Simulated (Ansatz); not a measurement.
Mg$_{3}$O$_{2}$: geometry relaxation (part 2 of 2)

Continued. System: Mg$_{3}$O$_{2}$ (R-3c, 10 atoms in the cell). Method: DFT PBE, scalar-relativistic, plane waves, PAW, no spin polarisation (Ansatz 0.2.0); cutoff 420 eV, 6×6×6 k-mesh, Gaussian smearing of 0.1 eV. The structure was made by swapping elements on the sites of another compound; it need not be a known phase. It belongs to a series of runs on one base structure; here: anti-corundum type (R-3c, No. 167).

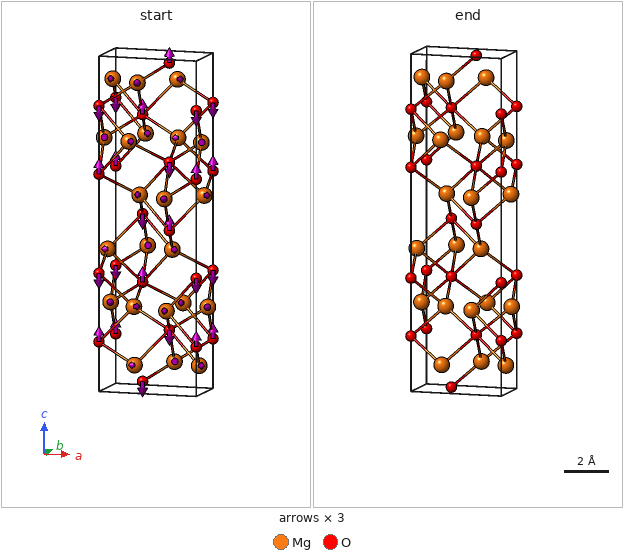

Figure 1. Before (left) and after (right) the relaxation, at one scale (ball-and-stick view of the cell 3 times as large as that of the calculation, set on its symmetry axes, seen at an oblique angle). The pink arrows give the displacements (without the part carried along by the change of the cell), magnified 3 times. Over 4 geometry steps the energy falls by 164 meV per atom. The largest force component goes from 1.1 to 0.0088 eV/Å. The pressure goes from −6.66 to 0.07 GPa. 1 further SCF at an unchanged geometry re-selected the plane-wave basis for the new cell. The largest moves relative to the cell, 0.25 Å, are those of O7, O8, O9 and O10. Largest moves by element: O 0.25 Å, Mg 0.11 Å. Cell: a = b 5.683 → 5.273 Å (−7.2 %), c 15.516 → 15.615 Å (+0.6 %). Volume −13.4 %. Distances before and after: Mg1–O7 2.354 → 2.188 Å, Mg1–O10 2.215 → 2.175 Å. Among the angles that change: Mg1–O9–Mg5 164.2° → 177.4°, Mg1–O9–Mg2 101.2° → 89.8°, O7–Mg4–O8 120.4° → 130.5°. The space group stays R-3c (No. 167). The energy change given includes the shifts at the re-selections in mid-walk, which come without any move. A last SCF at the same geometry on a re-selected plane-wave basis shifts the energy by +0.1 meV per atom. (Atoms are counted from 1 in the order of the input.)

```
basis re-selected at this cell: Δ(F+E_penalty+E_count) = +7.971e-4 eV, ΔP = -0.009 GPa vs the last step (what re-selecting the basis moved, of the pressure what is left beyond the Pulay correction that the steps carried, after the strain that the cell walked since its last selection, with what the two solves' SCF thresholds leave and, on support functions, any second-order correction that the steps lacked; it is no measure of the basis error at this ecutwfc). This SCF's stress stands 2.48e-1 GPa from its target on what of the cell is left free (relax.cell.stress_tol is 4.00e-1 GPa) and its largest allowed force component is 8.79e-3 eV/Å (relax.f_tol is 4.00e-2 eV/Å): within both
SCF converged after 7 iterations
Free energy (F): -13819.786737 eV
Harris-Foulkes:  -13819.786737 eV  (|F-HF|=1.82e-12)
Internal energy: -13819.786719 eV  (E = F + TS)
E sigma→0 (E₀):  -13819.786728 eV
Entropy (-TS):   -0.000018 eV (-0.002 meV/atom)
Fermi energy:    9.415421 eV
--- Per-component energies (eV) ---
  E_band       = -1984.350487
  E_kinetic    = 1165.514014
  E_local      = -10195.094847  (includes V_loc(G=0)·N_el)
  E_nonlocal   = 762.251680
  E_hartree    = 3600.624190
  E_xc         = -475.473242
  E_vxc        = -609.610926  (∫ρ·V_xc dr)
  E_paw        = -2385.284247  (= ΣΔE_a)
  E_vpaw       = -308.668360  (= ΣTr[D̂ρ^β])
  E_aug_tail   = 0.009572  (compensation charges beyond the density's cutoff)
  E_ewald      = -6292.333839
  E_smearing   = -0.000018  (= −TS)
  E_closure    = 0.000000  (closes the sum)
  Σ components = -13819.786737   (vs F -13819.786737, Δ=0.00e0)
--- Forces (eV/Å), atoms counted from 1 ---
  atom   1  Mg     0.00057381    -0.00000000     0.00000000
  atom   2  Mg    -0.00028690     0.00049693     0.00000000
  atom   3  Mg    -0.00028690    -0.00049693    -0.00000000
  atom   4  Mg    -0.00057381     0.00000000    -0.00000000
  atom   5  Mg     0.00028690    -0.00049693    -0.00000000
  atom   6  Mg     0.00028690     0.00049693     0.00000000
  atom   7  O     -0.00000000     0.00000000    -0.00878874
  atom   8  O      0.00000000    -0.00000000     0.00878874
  atom   9  O      0.00000000    -0.00000000     0.00878874
  atom  10  O     -0.00000000     0.00000000    -0.00878874
  max |Σ_I F_I| component: 7.37e-18 eV/Å
--- Stress (GPa, compression-positive) ---
       -0.017418      -0.000000       0.000000
       -0.000000      -0.017418      -0.000000
        0.000000      -0.000000       0.247966
  P = ⅓ Tr σ = 0.0710 GPa (0.710 kbar)
--- Band table (eV; the first three rows and the last of 32) ---
  k-point 0: bands = ["-67.1092", "-67.1053", "-67.1028", "-67.1028", "-67.1026", "-67.1026", "-33.8919", "-33.8900", "-33.8900", "-33.8874", "-33.8858", "-33.8835", "-33.8835", "-33.8784", "-33.8651", "-33.8567", "-33.8567", "-33.8492", "-33.8492", "-33.8339", "-33.8339", "-33.8268", "-33.8268", "-33.8202", "-10.7403", "-10.0629", "-10.0224", "-9.6792", "1.9345", "2.7256", "2.7256", "3.2082", "3.3404", "3.3404", "4.1984", "4.1984", "4.4576", "4.4576", "4.7757", "4.9360", "5.6768", "8.9019", "10.9519", "10.9519", "12.5317", "12.9779", "12.9779", "13.6608", "13.6608", "16.1984", "16.2791", "16.6408"]
  k-point 1: bands = ["-67.1087", "-67.1051", "-67.1032", "-67.1030", "-67.1027", "-67.1027", "-33.8964", "-33.8931", "-33.8913", "-33.8905", "-33.8835", "-33.8775", "-33.8769", "-33.8741", "-33.8627", "-33.8587", "-33.8575", "-33.8523", "-33.8498", "-33.8358", "-33.8343", "-33.8277", "-33.8263", "-33.8207", "-10.6898", "-10.0883", "-10.0215", "-9.7109", "2.0350", "2.6342", "2.6652", "3.0334", "3.1707", "3.4461", "4.0671", "4.1717", "4.3509", "4.5872", "4.8874", "4.9047", "6.4078", "9.0537", "10.8663", "10.9318", "12.3531", "12.5887", "12.6588", "13.3040", "14.0035", "16.0175", "16.6325", "16.8243"]
  k-point 2: bands = ["-67.1075", "-67.1046", "-67.1041", "-67.1032", "-67.1030", "-67.1030", "-33.8998", "-33.8981", "-33.8898", "-33.8893", "-33.8767", "-33.8747", "-33.8724", "-33.8706", "-33.8613", "-33.8595", "-33.8568", "-33.8567", "-33.8514", "-33.8411", "-33.8343", "-33.8299", "-33.8250", "-33.8219", "-10.5539", "-10.2027", "-9.9733", "-9.7919", "2.2815", "2.5200", "2.5985", "2.6503", "2.8756", "3.3531", "3.9882", "4.3070", "4.6290", "4.7696", "4.8423", "4.9104", "7.5524", "9.0514", "10.9320", "11.0497", "11.9073", "12.1888", "12.2856", "12.5012", "14.4435", "15.9132", "16.4097", "16.6583"]
  k-point 31: bands = ["-67.1073", "-67.1073", "-67.1027", "-67.1027", "-67.1027", "-67.1027", "-33.8922", "-33.8922", "-33.8859", "-33.8859", "-33.8859", "-33.8859", "-33.8794", "-33.8794", "-33.8527", "-33.8527", "-33.8527", "-33.8527", "-33.8429", "-33.8429", "-33.8314", "-33.8314", "-33.8314", "-33.8314", "-10.4500", "-10.4500", "-9.8138", "-9.8138", "2.6328", "2.6328", "2.8969", "2.8969", "2.8969", "2.8969", "4.3809", "4.3809", "4.5005", "4.5005", "4.5005", "4.5005", "7.8263", "7.8263", "11.7265", "11.7265", "11.7265", "11.7265", "12.9169", "12.9169", "15.1415", "15.1415", "15.1415", "15.1415"]
--- Relaxed structure (5 steps of the walk, 5 accepted, 2 SCFs on fresh bases) ---
  F+E_penalty+E_count = -13819.78673722 eV   max|allowed force component| = 8.789e-3 eV/Å   (the final SCF, on the basis selected at the relaxed cell)
  cell:  # Å, volume = 125.3220 Å³
    - [2.6363380215907073, 1.5220904664234671, 5.205165236867765]
    - [-2.6363380215907073, 1.5220904664234671, 5.205165236867765]
    - [9.385236702122516e-34, -3.0441809328972544, 5.205165236853052]
  atoms:
    - { symbol: Mg, position: [0.07742824717196756, 0.4225717528280326, 0.75] }
    - { symbol: Mg, position: [0.7499999999999999, 0.0774282471719675, 0.4225717528280325] }
    - { symbol: Mg, position: [0.4225717528280327, 0.75, 0.07742824717196739] }
    - { symbol: Mg, position: [0.9225717528280325, 0.5774282471719674, 0.24999999999999994] }
    - { symbol: Mg, position: [0.2500000000000001, 0.9225717528280326, 0.5774282471719673] }
    - { symbol: Mg, position: [0.5774282471719674, 0.25, 0.9225717528280326] }
    - { symbol: O, position: [0.8360346367729025, 0.8360346367729025, 0.8360346367729024] }
    - { symbol: O, position: [0.6639653632270978, 0.6639653632270978, 0.6639653632270975] }
    - { symbol: O, position: [0.1639653632270977, 0.1639653632270977, 0.16396536322709768] }
    - { symbol: O, position: [0.3360346367729023, 0.3360346367729023, 0.33603463677290235] }
```

**Trajectory as extended XYZ (Å, eV, eV/Å), 7 frames, from step=1 to step=7**
```
10
Lattice="2.8416 1.6406 5.1721 -2.8416 1.6406 5.1721 0.0000 -3.2812 5.1721" Properties=species:S:1:pos:R:3:forces:R:3 step=1 energy=-13818.14807 pressure_GPa=-6.66
Mg   -1.1011   -1.6406    6.4651    0.5659   0.0000   0.0000
Mg    1.9714   -0.1333    6.4651   -0.2829   0.4901   0.0000
Mg   -0.8702    1.7739    6.4651   -0.2829  -0.4901   0.0000
Mg    1.1011    1.6406    9.0512   -0.5659   0.0000   0.0000
Mg   -1.9714    0.1333    9.0512    0.2829  -0.4901   0.0000
Mg    0.8702   -1.7739    9.0512    0.2829   0.4901   0.0000
O     0.0000    0.0000   13.2227    0.0000   0.0000  -1.1260
O     0.0000    0.0000   10.0518    0.0000   0.0000   1.1260
O     0.0000    0.0000    2.2936    0.0000   0.0000   1.1260
O     0.0000    0.0000    5.4646    0.0000   0.0000  -1.1260
10
Lattice="2.7492 1.5873 5.2138 -2.7492 1.5873 5.2138 0.0000 -3.1745 5.2138" Properties=species:S:1:pos:R:3:forces:R:3 step=2 energy=-13819.43168 pressure_GPa=-6.20
Mg   -0.9293   -1.5873    6.5172   -0.2076   0.0000   0.0000
Mg    1.8393   -0.0112    6.5172    0.1038  -0.1798   0.0000
Mg   -0.9100    1.5984    6.5172    0.1038   0.1798   0.0000
Mg    0.9293    1.5873    9.1241    0.2076   0.0000   0.0000
Mg   -1.8393    0.0112    9.1241   -0.1038   0.1798   0.0000
Mg    0.9100   -1.5984    9.1241   -0.1038  -0.1798   0.0000
O     0.0000    0.0000   13.1320    0.0000   0.0000  -0.2648
O     0.0000    0.0000   10.3299    0.0000   0.0000   0.2648
O     0.0000    0.0000    2.5093    0.0000   0.0000   0.2648
O     0.0000    0.0000    5.3113    0.0000   0.0000  -0.2648
10
Lattice="2.6116 1.5078 5.1905 -2.6116 1.5078 5.1905 0.0000 -3.0156 5.1905" Properties=species:S:1:pos:R:3:forces:R:3 step=3 energy=-13819.78555 pressure_GPa=2.37
Mg   -0.8937   -1.5078    6.4881   -0.0247   0.0000   0.0000
Mg    1.7526   -0.0200    6.4881    0.0123  -0.0214   0.0000
Mg   -0.8590    1.5279    6.4881    0.0123   0.0214   0.0000
Mg    0.8937    1.5078    9.0833    0.0247   0.0000   0.0000
Mg   -1.7526    0.0200    9.0833   -0.0123   0.0214   0.0000
Mg    0.8590   -1.5279    9.0833   -0.0123  -0.0214   0.0000
O     0.0000    0.0000   13.0146    0.0000   0.0000   0.0022
O     0.0000    0.0000   10.3424    0.0000   0.0000  -0.0022
O     0.0000    0.0000    2.5567    0.0000   0.0000  -0.0022
O     0.0000    0.0000    5.2290    0.0000   0.0000   0.0022
10
Lattice="2.6366 1.5222 5.2192 -2.6366 1.5222 5.2192 0.0000 -3.0444 5.2192" Properties=species:S:1:pos:R:3:forces:R:3 step=4 energy=-13819.80291 pressure_GPa=0.02
Mg   -0.9071   -1.5222    6.5240   -0.0265   0.0000   0.0000
Mg    1.7718   -0.0244    6.5240    0.0133  -0.0230   0.0000
Mg   -0.8647    1.5467    6.5240    0.0133   0.0230   0.0000
Mg    0.9071    1.5222    9.1336    0.0265   0.0000   0.0000
Mg   -1.7718    0.0244    9.1336   -0.0133   0.0230   0.0000
Mg    0.8647   -1.5467    9.1336   -0.0133  -0.0230   0.0000
O     0.0000    0.0000   13.0884    0.0000   0.0000   0.0017
O     0.0000    0.0000   10.3981    0.0000   0.0000  -0.0017
O     0.0000    0.0000    2.5693    0.0000   0.0000  -0.0017
O     0.0000    0.0000    5.2596    0.0000   0.0000   0.0017
10
Lattice="2.6366 1.5222 5.2192 -2.6366 1.5222 5.2192 0.0000 -3.0444 5.2192" Properties=species:S:1:pos:R:3:forces:R:3 step=5 energy=-13819.78624 pressure_GPa=-0.26
Mg   -0.9071   -1.5222    6.5240   -0.0267   0.0000   0.0000
Mg    1.7718   -0.0244    6.5240    0.0134  -0.0232   0.0000
Mg   -0.8647    1.5467    6.5240    0.0134   0.0232   0.0000
Mg    0.9071    1.5222    9.1336    0.0267   0.0000   0.0000
Mg   -1.7718    0.0244    9.1336   -0.0134   0.0232   0.0000
Mg    0.8647   -1.5467    9.1336   -0.0134  -0.0232   0.0000
O     0.0000    0.0000   13.0884    0.0000   0.0000   0.0014
O     0.0000    0.0000   10.3981    0.0000   0.0000  -0.0014
O     0.0000    0.0000    2.5693    0.0000   0.0000  -0.0014
O     0.0000    0.0000    5.2596    0.0000   0.0000   0.0014
10
Lattice="2.6363 1.5221 5.2052 -2.6363 1.5221 5.2052 0.0000 -3.0442 5.2052" Properties=species:S:1:pos:R:3:forces:R:3 step=6 energy=-13819.78753 pressure_GPa=0.08
Mg   -0.9099   -1.5221    6.5065    0.0006   0.0000   0.0000
Mg    1.7731   -0.0270    6.5065   -0.0003   0.0005   0.0000
Mg   -0.8632    1.5491    6.5065   -0.0003  -0.0005   0.0000
Mg    0.9099    1.5221    9.1090   -0.0006   0.0000   0.0000
Mg   -1.7731    0.0270    9.1090    0.0003  -0.0005   0.0000
Mg    0.8632   -1.5491    9.1090    0.0003   0.0005   0.0000
O     0.0000    0.0000   13.0551    0.0000   0.0000  -0.0089
O     0.0000    0.0000   10.3681    0.0000   0.0000   0.0089
O     0.0000    0.0000    2.5604    0.0000   0.0000   0.0089
O     0.0000    0.0000    5.2473    0.0000   0.0000  -0.0089
10
Lattice="2.6363 1.5221 5.2052 -2.6363 1.5221 5.2052 0.0000 -3.0442 5.2052" Properties=species:S:1:pos:R:3:forces:R:3 step=7 energy=-13819.78674 pressure_GPa=0.07
Mg   -0.9099   -1.5221    6.5065    0.0006   0.0000   0.0000
Mg    1.7731   -0.0270    6.5065   -0.0003   0.0005   0.0000
Mg   -0.8632    1.5491    6.5065   -0.0003  -0.0005   0.0000
Mg    0.9099    1.5221    9.1090   -0.0006   0.0000   0.0000
Mg   -1.7731    0.0270    9.1090    0.0003  -0.0005   0.0000
Mg    0.8632   -1.5491    9.1090    0.0003   0.0005   0.0000
O     0.0000    0.0000   13.0551    0.0000   0.0000  -0.0088
O     0.0000    0.0000   10.3681    0.0000   0.0000   0.0088
O     0.0000    0.0000    2.5604    0.0000   0.0000   0.0088
O     0.0000    0.0000    5.2473    0.0000   0.0000  -0.0088
```

This output came from the following input.

**Input file**
```yaml
crystal:
  lattice:
    - [2.8415886566, 1.6405919758, 5.1721180781]
    - [-2.8415886566, 1.6405919758, 5.1721180781]
    - [0.0, -3.2811839517, 5.1721180781]
  atoms:
    - { symbol: Mg, position: [0.05625, 0.44375, 0.75] }
    - { symbol: Mg, position: [0.75, 0.05625, 0.44375] }
    - { symbol: Mg, position: [0.44375, 0.75, 0.05625] }
    - { symbol: Mg, position: [0.94375, 0.55625, 0.25] }
    - { symbol: Mg, position: [0.25, 0.94375, 0.55625] }
    - { symbol: Mg, position: [0.55625, 0.25, 0.94375] }
    - { symbol: O, position: [0.85218, 0.85218, 0.85218] }
    - { symbol: O, position: [0.64782, 0.64782, 0.64782] }
    - { symbol: O, position: [0.14782, 0.14782, 0.14782] }
    - { symbol: O, position: [0.35218, 0.35218, 0.35218] }
basis:
  ecutwfc: 420
kpoints:
  mp_grid: { grid: [6, 6, 6] }
hamiltonian:
  xc: pbe
scf:
  occupations: { method: gaussian, width: 0.1 }
  lower_state_search: "off"
output:
  forces: true
  stress: true
  eigenvalues: true
relax:
  adjacent_minimum: "off"
  f_tol: 0.04
  max_steps: 70
  cell: { stress_tol: 0.4 }
```

Command:
```bash
ansatz run input.yaml --threads 1 --pin off --max-ram 2560MiB --backend cpu --events-out ev --progress --plain --runs-dir out
```

**Key numbers**

```csv
quantity,value
outcome,converged
space group (tolerance 0.01 Å),R-3c (167)
electrons treated,84
free energy,−13819.7867 eV
Fermi energy,9.415 eV
gap on the k-point mesh,0.44 eV
pressure,0.07 GPa
final volume,125.32 Å³
largest force (length of the vector) at the end,0.009 eV/Å
final cell,"a = 6.030 Å, b = 6.030 Å, c = 6.030 Å, α = 51.85°, β = 51.85°, γ = 51.85°"
hardware,"1 thread of Intel Xeon @ 2.50GHz (Skylake/Cascade Lake), 192 GiB of memory available, shared host"
wall time,1.7 min
peak memory,0.56 GiB
```
